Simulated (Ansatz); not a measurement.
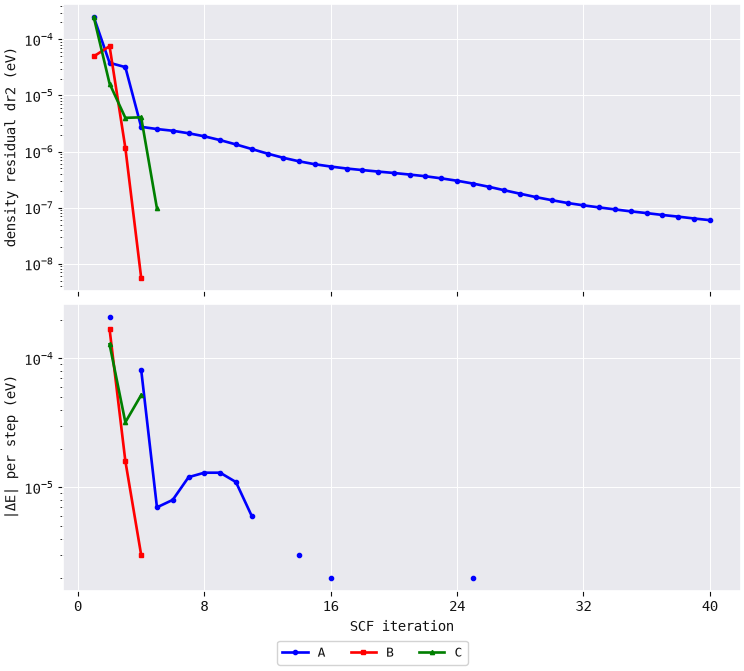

Convergence of one system under several settings.
The run: MgO (Fm-3m, 2 atoms in the cell), by DFT, PBE, PAW, plane waves, scalar-relativistic in Ansatz 0.2.0; cutoff 420 eV, 7×7×7 k-mesh, Fermi–Dirac smearing of 0.1 eV.
All start from atomic densities corrected by a trained network.
Iteration limit: 70.

A: Anderson, beta 0.02, history 2, no preconditioner
B: Anderson, beta 0.8, backtracking line search
C: Broyden, beta 0.3, preconditioner resta

> Which runs converged, and in how many iterations?

Run B converged in 4 iterations. Run C converged in 5 iterations. Run A converged in 40 iterations.

The converged runs agree in energy within 1 meV per atom.
